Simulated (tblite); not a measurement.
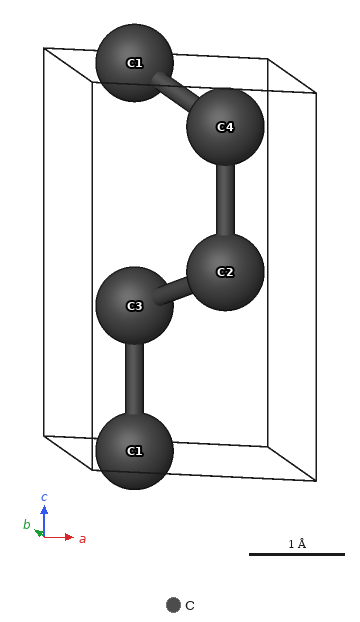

Fig. 1: The input geometry (ball-and-stick view of the cell of the calculation, seen slightly off an axis; atoms are numbered from 1 in the order of the input).

# C: single-point calculation

The run: single-point calculation of C (P6₃/mmc, 4 atoms in the cell). Method and program: with the settings of its input (tblite 0.8.0).

The structure was built on a prototype by a generator. The geometry comes from this level: r2SCAN. It belongs to a series of runs on one base structure; here: temperature = 0.001.

## Input file
```python
import json
from ase import Atoms
from ase.build import make_supercell
from ase.units import Bohr, GPa, Hartree
from tblite.interface import Calculator

atoms = Atoms(['C', 'C', 'C', 'C'],
              cell=[[2.50319537, 0.0, 0.0], [-1.25159769, 2.16783078, 0.0], [0.0, 0.0, 4.16886928]],
              scaled_positions=[[0.333333333, 0.666666667, 0.000231317], [0.666666667, 0.333333333, 0.500231317], [0.333333333, 0.666666667, 0.374768683], [0.666666667, 0.333333333, 0.874768683]],
              pbc=True)
cluster = make_supercell(atoms, [[4, 0, 0], [0, 4, 0], [0, 0, 2]])
calc = Calculator('GFN1-xTB', cluster.numbers, cluster.positions / Bohr, lattice=cluster.cell[:] / Bohr, periodic=cluster.pbc)
calc.set('temperature', 0.001 / Hartree)
calc.set('max-iter', 150)
res = calc.singlepoint()
levels = res.get('orbital-energies') * Hartree
nv = round(res.get('orbital-occupations').sum() / 2)
cells = len(cluster) // len(atoms)
out = {'energy_per_cell': res.get('energy') * Hartree / cells, 'homo': levels[nv - 1], 'lumo': levels[nv],
       'stress': (-res.get('virial') * Hartree / cluster.get_volume() / GPa).tolist(), 'charges': res.get('charges')[:len(atoms)].tolist(), 'electrons': 2 * nv / cells}
json.dump(out, open('results.json', 'w'))
for key, value in out.items():
    print(key, value)
```

Run as:
```bash
python run.py
```

## Log
```
------------------------------------------------------------
  cycle        total energy    energy error   density error
------------------------------------------------------------
      1     -273.0550523868  -2.7537246E+02   9.0819289E-01
      2     -273.0553250881  -2.7270128E-04   5.4356619E-01
      3     -273.0554772824  -1.5219434E-04   3.2812972E-05
      4     -273.0554772824  -7.7875484E-12   1.5408195E-07
------------------------------------------------------------

 total:                                   6.305 sec
energy_per_cell -232.19431244997722
homo -8.121992321730117
lumo -2.3423716949298172
stress [[-1.607824094547498, -0.00011311272867623652, 3.037299782381492e-07], [-0.00011311272867645607, -1.607955637923084, -1.7535860171488833e-07], [3.0372997764573213e-07, -1.7535860045748997e-07, -15.053732866390979]]
charges [-5.372338043319047e-07, 1.1684297951397582e-07, -1.6042009942651703e-09, 1.7417195885549575e-07]
electrons 16.0
```

## Results in brief

| quantity | value |
| --- | --- |
| outcome | converged |
| space group (tolerance 0.01 Å) | P6₃/mmc (194) |
| electrons treated | 16 |
| total energy | −232.1943 eV |
| band gap | 5.78 eV |
| pressure | −6.09 GPa |
| hardware | 1 thread of Intel Xeon @ 2.50GHz (Skylake/Cascade Lake), 32 GiB of memory available, shared host |
| wall time | 7.6 s |
| peak memory | 0.13 GiB |

## Remarks

Settings chosen away from the usual ones: temperature = 0.001.
